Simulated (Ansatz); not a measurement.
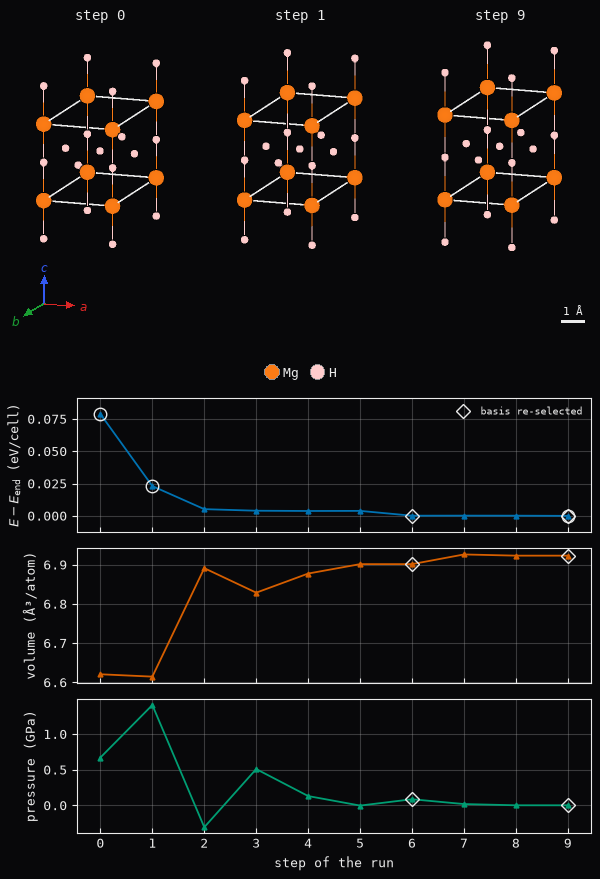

Frames of a relaxation of solid MgH₄ (a generated structure, set up in P6/mmm), marked on the history of the run. A ball-and-stick model of the cell of the calculation, seen from a free direction.

The calculation used Ansatz, DFT PBE, scalar-relativistic, plane waves, PAW.

The input:
```yaml
crystal:
  lattice:
    - [3.0986661146, 0.0, 0.0]
    - [-1.5493330573, 2.6835235731, 0.0]
    - [0.0, 0.0, 3.9810654656]
  atoms:
    - { symbol: Mg, position: [0.0, 0.0, 0.0] }
    - { symbol: H, position: [0.5, 0.0, 0.5] }
    - { symbol: H, position: [0.0, 0.5, 0.5] }
    - { symbol: H, position: [0.5, 0.5, 0.5] }
    - { symbol: H, position: [0.0, 0.0, 0.5] }
basis:
  ecutwfc: 420
kpoints:
  mp_grid: { grid: [15, 15, 10] }
hamiltonian:
  xc: pbe
scf:
  occupations: { method: gaussian, width: 0.1 }
output:
  forces: true
  stress: true
  eigenvalues: true
relax:
  adjacent_minimum: "off"
  f_tol: 0.01
  max_steps: 80
  cell: { stress_tol: 0.05 }
```

Run as
```bash
ansatz run input.yaml --threads 1 --pin off --max-ram 2048MiB --backend cpu --events-out ev --progress --plain --runs-dir out
```

Q: Describe the path.

A: No atom moves by more than 0.005 Å relative to the cell. The drawn cell changes as follows: a = b 3.099 → 3.009 Å (−2.9 %), c 3.981 → 4.414 Å (+10.9 %); the volume changes by +4.6 %. Among the contacts that change: Mg1–H5 1.991 → 2.207 Å. The space group stays P6/mmm (No. 191). Over 7 accepted moves (9 points after the start) the energy falls by 78.8 meV per cell of the calculation. All forces vanish by symmetry, so only the cell relaxes. Pressure: 0.67 GPa at the start and 0.00 GPa at the end. At 2 points the geometry stayed and the basis and grid were re-selected for the new cell (energy shift of 3.7 meV per cell of the calculation at most each time). From step 0 to 1: energy −55.8 meV per cell of the calculation. From step 1 to 9: volume +4.7 %, energy −23.1 meV per cell of the calculation.
